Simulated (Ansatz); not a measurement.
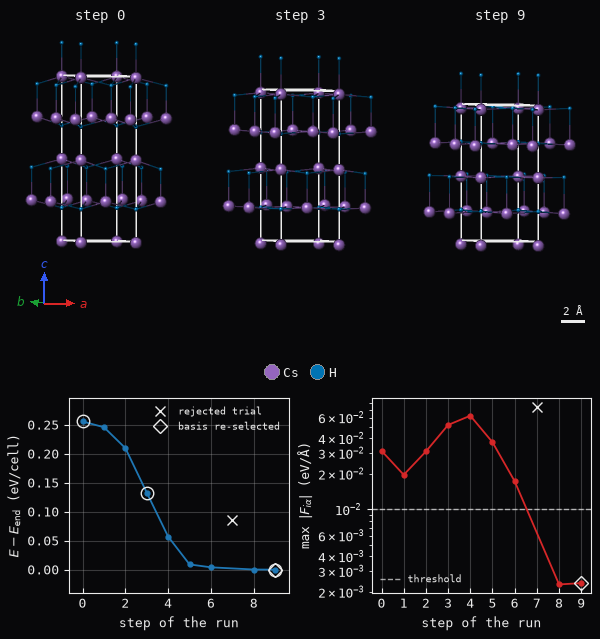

Frames of a relaxation of a crystal of CsH (built on the 4H polytype type), marked on the history of the run. A ball-and-stick model of the cell of the calculation, seen from a free direction.

Level of theory: DFT, r2SCAN+rVV10, plane waves, PAW in Ansatz. (plane-wave cutoff 500 eV; k-point mesh 6 × 6 × 2; occupations fermi dirac; smearing width 0.03 eV; no spin polarisation; cell and atoms relaxed; force threshold 0.01 eV/Å; at most 120 steps)

### Describe the path.

The largest moves relative to the cell, 0.43 Å, are those of Cs atoms. By element the largest moves are Cs 0.43 Å, H 0.41 Å. Cell: a = b 4.985 → 5.198 Å (+4.3 %), c 14.745 → 12.161 Å (−17.5 %). Volume −10.3 %. Among the contacts that change: Cs–H 4.368 → 3.004 Å, Cs–H 2.936 → 3.268 Å, Cs–H 3.004 → 3.076 Å, Cs–H 2.963 → 3.005 Å. New bonds form: Cs–H (4.37 → 3.00 Å). Among the angles between lasting bonds that change: Cs–H–Cs 103.8° → 86.9°, H–Cs–H 103.8° → 86.9°, H–Cs–H 104.2° → 88.1°. The space group stays P6_3mc (No. 186). Over 7 accepted moves (9 points after the start) the energy falls by 0.256 eV per cell of the calculation. The largest force component goes from 0.031 to 0.0024 eV/Å. Pressure: 0.17 GPa at the start and −0.01 GPa at the end. The line search rejected the trial step at point 7 of the run. At 1 point the geometry stayed and the basis and grid were re-selected for the new cell (energy shift of 0.2 meV per cell of the calculation at most each time). From step 0 to 3: H atoms move most (0.26 Å), volume +2.0 %, energy −0.123 eV per cell of the calculation. From step 3 to 9: H atoms move most (0.26 Å), volume −12.1 %, energy −0.133 eV per cell of the calculation.

```csv
step,"E − E(0), meV/atom","largest force component, eV/Å","pressure, GPa","volume, Å³/atom",note
0,0.00,0.0313,0.17,39.670,
1,-1.25,0.0196,0.05,40.141,
2,-5.75,0.0310,-0.35,41.286,
3,-15.37,0.0519,-0.50,40.454,
4,-24.87,0.0621,-0.48,38.941,
5,-30.86,0.0371,-0.14,36.136,
6,-31.48,0.0173,-0.10,35.912,
7,-21.23,0.0742,0.75,33.677,rejected
8,-31.95,0.0023,-0.01,35.570,
9,-31.98,0.0024,-0.01,35.570,"same geometry, new basis"
```
